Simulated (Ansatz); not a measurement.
System: Al₉H (slab).

Input

```
crystal:
  lattice:
    - [5.7070863106, 0.0, 0.0]
    - [-1.4267715776, 9.701484238, 0.0]
    - [0.0, 0.0, 22.7903703519]
  atoms:
    - { symbol: Al, position: [0.2662216041, 0.0648864163, 0.1755127248] }
    - { symbol: Al, position: [0.7662216041, 0.0648864163, 0.1755127248] }
    - { symbol: Al, position: [0.3354806058, 0.3419224231, 0.2192029854] }
    - { symbol: Al, position: [0.8354806058, 0.3419224231, 0.2192029854] }
    - { symbol: Al, position: [0.1493324061, 0.5973296244, 0.2279410375] }
    - { symbol: Al, position: [0.6493324061, 0.5973296244, 0.2279410375] }
    - { symbol: Al, position: [0.4631842064, 0.8527368258, 0.2366790896] }
    - { symbol: Al, position: [0.9631842065, 0.8527368258, 0.2366790896] }
    - { symbol: Al, position: [0.0319772093, 0.1277109169, 0.2808262502] }
    - { symbol: Al, position: [0.5319772093, 0.1277109169, 0.2808262502] }
    - { symbol: Al, position: [0.0997917601, 0.4042231294, 0.3301071124] }
    - { symbol: Al, position: [0.5997917601, 0.4042231294, 0.3301071124] }
    - { symbol: Al, position: [0.4144000537, 0.6596656514, 0.3369822081] }
    - { symbol: Al, position: [0.9144000537, 0.6596656514, 0.3369822081] }
    - { symbol: Al, position: [0.2263076916, 0.9110819252, 0.344925913] }
    - { symbol: Al, position: [0.7263076916, 0.9110819252, 0.344925913] }
    - { symbol: Al, position: [0.2962427243, 0.1814072004, 0.3857054631] }
    - { symbol: Al, position: [0.7962427243, 0.1814072004, 0.3857054631] }
    - { symbol: H, position: [0.60626438, 0.3863895871, 0.4756557346] }
    - { symbol: H, position: [0.60626438, 0.4628746302, 0.4756557346] }
basis:
  ecutwfc: 420
kpoints:
  mp_grid: { grid: [5, 3, 1] }
hamiltonian:
  xc: pbe
  pseudopotentials: { kind: paw, azcp: { folder: soft_1 } }
scf:
  occupations: { method: gaussian, width: 0.1 }
output:
  forces: true
  eigenvalues: true
  write_density: true
  write_potential: true
  elf: true
  volumetric_format: npy
efield:
  axis: 3
  dipole_correction: true
  ramp_width: 0.04
```

Run with:

```sh
ansatz run input.yaml --threads 1 --pin off --max-ram 3072MiB --backend cpu --events-out ev --progress --plain --runs-dir out
```

A point of a scan over the structure, not its minimum; PAW files of the earlier set (soft_1).

These are results of Ansatz, DFT PBE, scalar-relativistic, plane waves, PAW, not measurements.

### Predict the valence pseudo-density and electron localisation function between the atoms.

Al–Al (2.89 Å): ρ is about 0.19 e/Å³ halfway; the ELF peaks at about 0.70 between the atoms.

### Does the calculation make it a metal, or give it a gap?

It is gapless in this calculation (a metal or semimetal).

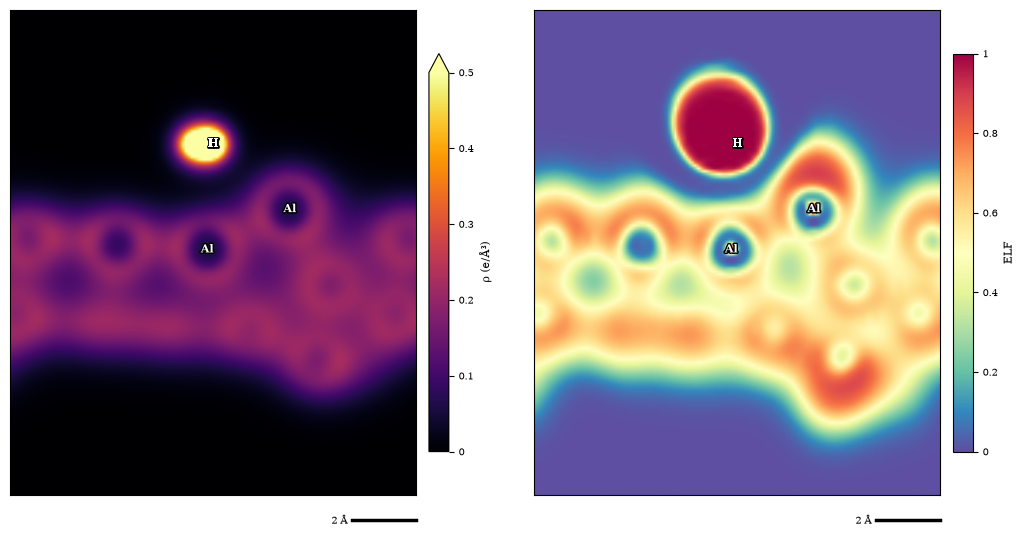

Computed valence pseudo-density and electron localisation function on the (110) plane of the calculation cell, a cut from vacuum to vacuum, in this order. Atoms just off the plane (Al, 0.4 Å away and H, 0.4 Å away) can leave unmarked features too.
